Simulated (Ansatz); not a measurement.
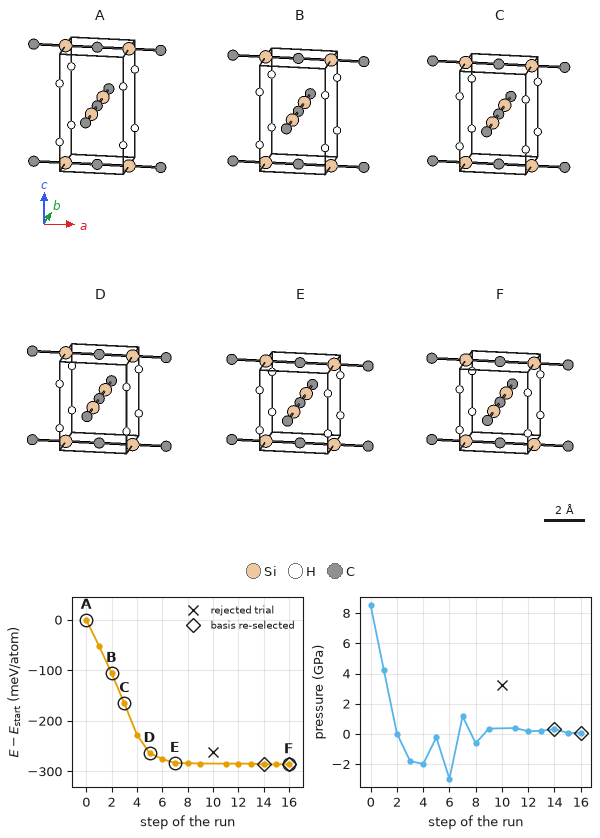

Frames of a relaxation of a crystal of SiHC (a generated structure, set up in P4_2/mmc) (coarse preliminary run), marked on the history of the run. A ball-and-stick model of the cell of the calculation, seen slightly off an axis.

Method: DFT PBE, scalar-relativistic, plane waves, PAW in Ansatz. Settings: plane-wave cutoff 420 eV; k-point mesh 6 × 6 × 4; occupations gaussian; smearing width 0.1 eV; no spin polarisation; cell and atoms relaxed; force threshold 0.04 eV/Å; at most 70 steps.

Describe the path.

The energy falls by 286 meV per atom in 13 accepted moves (16 points after the start). All forces vanish by symmetry, so only the cell relaxes. Pressure: 8.51 GPa at the start and 0.07 GPa at the end. The line search rejected the trial step at point 10 of the run. At 2 points the geometry stayed and the basis and grid were re-selected for the new cell (energy shift of 1.3 meV per atom at most each time). The atoms keep their places relative to the cell (all moves are under 0.005 Å). The drawn cell changes as follows: a = b 3.279 → 3.519 Å (+7.3 %), c 6.171 → 4.280 Å (−30.6 %); the volume changes by −20.1 %. Near-neighbour distances that change, for instance: C–Si 1.639 → 1.759 Å. The space group stays P4_2/mmc (No. 131). From step 0 to 2: volume −4.2 %, energy −105 meV per atom. From step 2 to 3: volume −3.7 %, energy −59.6 meV per atom. From step 3 to 5: volume −9.1 %, energy −98.9 meV per atom. From step 5 to 7: volume −5.9 %, energy −19.7 meV per atom. From step 7 to 16: volume +1.3 %, energy −2.6 meV per atom.

Limits of the set-up: layers or molecules are held without a dispersion correction, so their spacing is unreliable.
